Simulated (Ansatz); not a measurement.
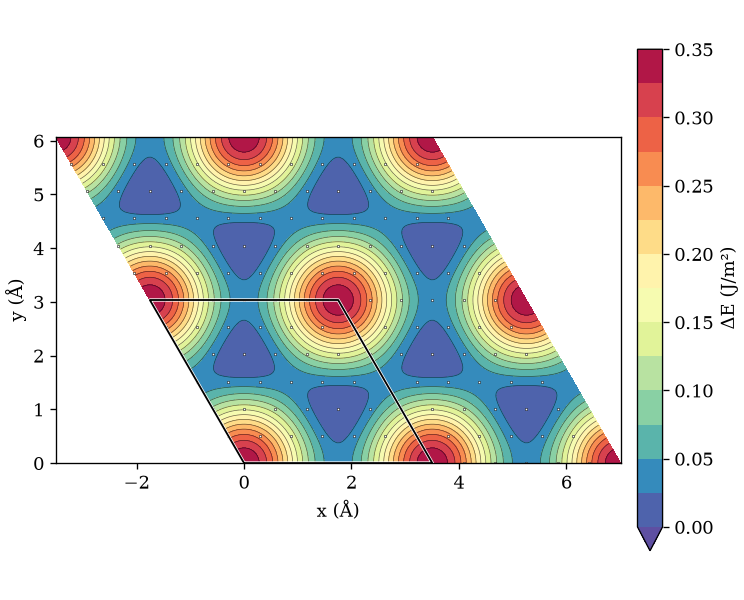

A bilayer of two Te₂Mo sheets (1H type) (6 atoms in the cell). The upper layer of a bilayer is slid over the lower one; relaxed at each slide: nothing; the origin of the map has Te4 above Te3; the distance between the facing planes is held at 3.48 Å. Places are given modulo a cell vector. The map is drawn in real space over the plane of the slide. The grid has 6 × 6 points; 7 points were computed and 29 follow by symmetry. All energies are given in J/m² relative to the lowest grid point. At a held distance the lowest stacking need not be the one that binds best once the distance relaxes. Method: DFT PBE+D3(BJ), scalar-relativistic, plane waves, PAW (Ansatz 0.2.0). Settings: cutoff 420 eV, k-mesh 9×9×1, gaussian smearing 0.05 eV, no spin polarisation.

In the figure: filled contours, dots at the grid points, the outline of one cell of the 2 × 2 shown. Between grid points the surface is interpolated.

The lowest grid point is at (2/6, 4/6) of the cell vectors; the map holds 2 wells of about this depth. The highest grid point, (0/6, 0/6) of the cell vectors, lies 0.347 J/m² above the lowest. On the interpolated surface the easiest way out of the lowest well to a well of about the same depth near (4/6, 2/6) of the cell vectors passes a barrier of about 0.035 J/m². Facing atoms of the upper layer at the lowest point: Te above Mo of a deeper plane; at the highest: Te above Te, the Mo behind them above Mo.

The scan is repeated with relaxation at each point (the heights of all atoms); all else is set up alike. 

Q: How does the landscape change?

A: The lowest place stays at (2/6, 4/6) of the cell vectors. The span from the lowest to the highest grid point shrinks from 0.347 to 0.211 J/m². The easiest pass out of the lowest well goes from about 0.035 to about 0.052 J/m² on the interpolated surfaces. In the new map: facing atoms of the upper layer at the lowest point: Te above Mo of a deeper plane; at the highest: Te above Te, the Mo behind them above Mo. The relaxed distance between the facing planes is 3.24 Å at the lowest and 4.00 Å at the highest point.

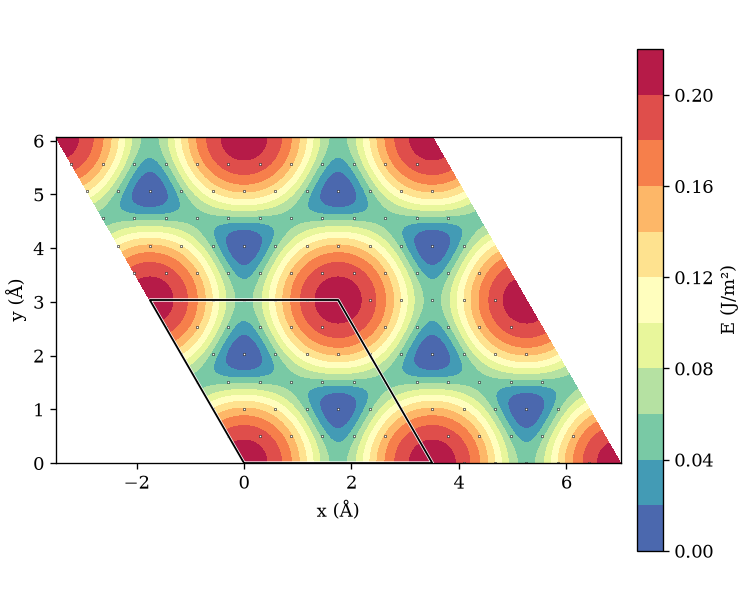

The map after the change, on a colour scale of its own. The picture shows filled contours, dots at the grid points, the outline of one cell of the 2 × 2 shown. Between grid points the surface is interpolated.

PAW datasets: the set soft_1.
